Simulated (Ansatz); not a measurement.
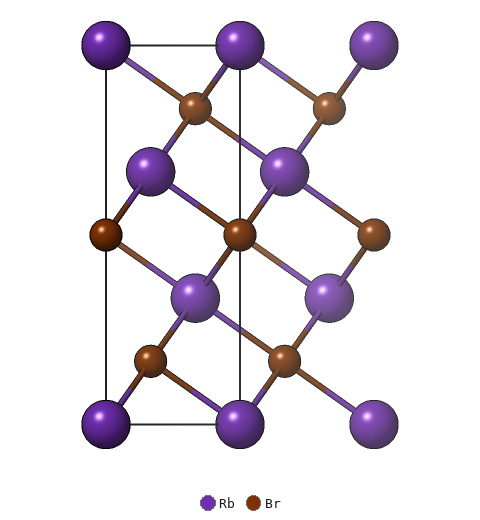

Projection along an edge of the hexagonal mesh, stacking direction [111] upwards. Every atom sits on one of the three columns of the mesh; call them A, B, C in the order in which they first turn up. The box is the hexagonal cell of the face-centred cubic lattice. The sequence starts with the first layer at or above the cell's origin.

RbBr (space group Fm-3m, No. 225). Coordinates: the end point of a relaxation with Ansatz 0.2.0, DFT, PBE, plane waves, PAW.

Give the sequence of layers in one repeat, with element and column.

Rb(A) – Br(B) – Rb(C) – Br(A) – Rb(B) – Br(C) (six layers in 12.15 Å).

How are the Br layers alone stacked?

Br layers alone: BAC, the cubic close-packed type.

Which positions between or in the Br layers do the other atoms fill?

Rb: three octahedral sites (per hexagonal cell).
